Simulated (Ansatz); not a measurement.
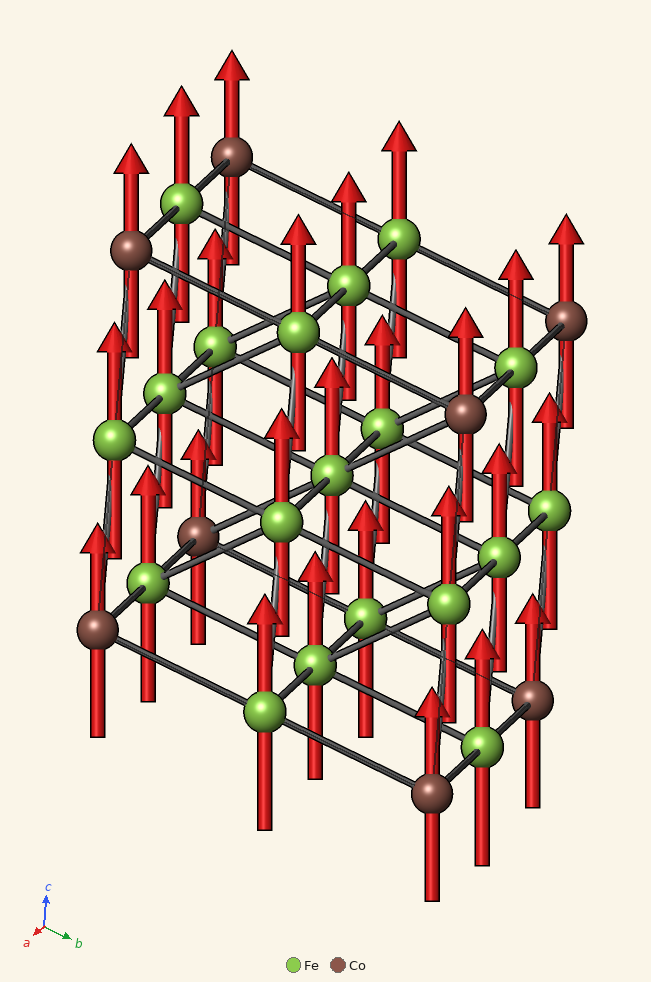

An orthographic ball-and-stick view of the structure, slightly off an axis. Lines trace the edges of the simulation cell. Arrows are the site magnetic moments above 0.25 μB; longer means larger, and red and blue are up and down (without spin-orbit coupling the axis itself is arbitrary).

This is the state reached for Fe₇Co. Calculation details: Ansatz, DFT PBEsol, scalar-relativistic, plane waves, PAW; a basis cut at 420 eV, 10×10×10 k-mesh, Gaussian smearing of 0.1 eV, collinear spins.

Question: What order do the moments form, and how large are they?

Answer: Ferromagnetic (within this cell). Site moments: 7 Fe +2.0 to +2.2 μB and 1 Co +1.7 μB. The net spin moment of the whole cell is 16.3 μB.

The model was built from a structure listed in the Materials Project. The cell was then strained or its atoms displaced on purpose. An electronic-structure calculation with Ansatz was run on it.

At this level of theory the run's own cell isn't at rest (compressed, at 25 GPa), so its distances can differ from those at equilibrium, the more so the softer the solid, and its magnetic state may change on relaxation.
